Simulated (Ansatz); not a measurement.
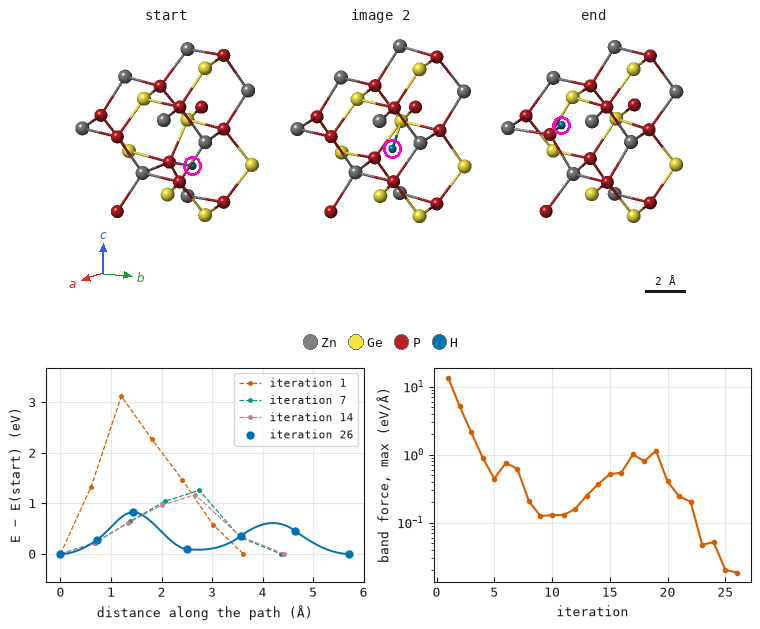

NEB run on a defect cell of composition Zn4Ge4P8H (cell charge −1) (17 atoms in the cell). Images are numbered from 0 (start) to 6 (end). The plot follows the band through its iterations. Style: ball-and-stick. Shown: the atoms within 4.8 Å of the middle of the path, from a free direction. The moving atom is ringed, with any periodic copies. Bonds to atoms that aren't drawn are left out.

The calculation used DFT PBE, scalar-relativistic, plane waves, PAW in Ansatz.

Input file:
```yaml
crystal:
  lattice:
    - [2.7500814167, 2.7500814167, -5.4220272045]
    - [2.7500814167, 2.7500814167, 5.4220272045]
    - [5.5001628335, -5.5001628335, 0.0]
  atoms:
    - { symbol: Zn, position: [-0.0032794734, 0.0048461984, -0.0134292658] }
    - { symbol: Zn, position: [0.4904021348, 0.4868264097, 0.4973902176] }
    - { symbol: Zn, position: [-0.000237318, 0.4989776279, 0.7517298144] }
    - { symbol: Zn, position: [0.5252480979, 0.0010223721, 0.2494928683] }
    - { symbol: Ge, position: [0.4906425697, 0.4859916689, 0.0014164337] }
    - { symbol: Ge, position: [0.0055740576, 0.0094425478, 0.5073684279] }
    - { symbol: Ge, position: [0.0163860473, 0.5415773179, 0.2528007287] }
    - { symbol: Ge, position: [0.499857353, -0.0047421871, 0.7489451717] }
    - { symbol: P, position: [0.117242559, 0.3812125237, 0.0037304031] }
    - { symbol: P, position: [0.6311025281, 0.8680007834, 0.5043946121] }
    - { symbol: P, position: [0.6211007261, 0.3695797187, 0.7522013012] }
    - { symbol: P, position: [0.1624949977, 0.9702156968, 0.2469374291] }
    - { symbol: P, position: [0.6235409615, 0.8626571136, 0.9936550294] }
    - { symbol: P, position: [0.1128543489, 0.3793579794, 0.5000902842] }
    - { symbol: P, position: [0.6371933424, 0.3783557936, 0.2465776082] }
    - { symbol: P, position: [0.1268368166, 0.8711750826, 0.7470454352] }
    - { symbol: H, position: [0.2288952131, 0.2029368784, 0.2565344574] }
total_charge: -1
basis:
  ecutwfc: 420
  xc_grid: 2
kpoints:
  mp_grid: { grid: [2, 2, 2], shift: [0.5, 0.5, 0.5] }
hamiltonian:
  xc: pbe
scf:
  occupations: { method: gaussian, width: 0.02 }
output:
  forces: true
neb:
  images: 5
  f_tol: 0.05
  max_iterations: 70
  order_check: false
  final_atoms:
    - { symbol: Zn, position: [0.0010223721, 0.000237318, 0.0017298144] }
    - { symbol: Zn, position: [0.4989776279, 0.4747519021, 0.4994928683] }
    - { symbol: Zn, position: [0.0131735903, 0.5095978652, 0.7473902176] }
    - { symbol: Zn, position: [0.4951538016, 0.0032794734, 0.2365707342] }
    - { symbol: Ge, position: [0.5047421871, 0.500142647, -0.0010548283] }
    - { symbol: Ge, position: [-0.0415773179, -0.0163860473, 0.5028007287] }
    - { symbol: Ge, position: [0.0140083311, 0.5093574303, 0.2514164337] }
    - { symbol: Ge, position: [0.4905574522, -0.0055740576, 0.7573684279] }
    - { symbol: P, position: [0.1304202813, 0.3788992739, 0.0022013012] }
    - { symbol: P, position: [0.5297843032, 0.8375050023, 0.4969374291] }
    - { symbol: P, position: [0.6319992166, 0.3688974719, 0.7543946121] }
    - { symbol: P, position: [0.1187874763, 0.882757441, 0.2537304031] }
    - { symbol: P, position: [0.6288249174, 0.8731631834, 0.9970454352] }
    - { symbol: P, position: [0.1216442064, 0.3628066576, 0.4965776082] }
    - { symbol: P, position: [0.6373428864, 0.3764590385, 0.2436550294] }
    - { symbol: P, position: [0.1206420206, 0.8871456511, 0.7500902842] }
    - { symbol: H, position: [0.2970631216, -0.2288952131, 0.5065344574] }
```

Run as
```bash
ansatz run input.yaml --threads 4 --pin off --max-ram 8192MiB --backend cpu --events-out ev --progress --plain --runs-dir out
```

Question: How did the profile develop, and is the result final?

Answer: The run is converged, with reservations. The band converged in 26 iterations. The largest component of the band force went from 14 to 0.018 eV/Å. The climbing image converged on the top of the path. Its curvatures weren't checked. The first iteration put the highest image at 3.12 eV. The barrier is about 0.82 eV in both directions, with image 2 at the top; the ends have the same energy. The profile has 2 maxima (images 2, 5) with a dip at image 3 (+0.09 eV), so the process runs in steps.

Limits of the set-up: the periodic images lie only 6.7 Å apart, so the values are limited by the cell's size; the cell is charged, on a uniform background, and energies carry no finite-size correction.

Cost: 5.9 min on 4 threads of AMD EPYC 9R14 (Zen 4), on a shared host, peak memory 1.7 GiB.
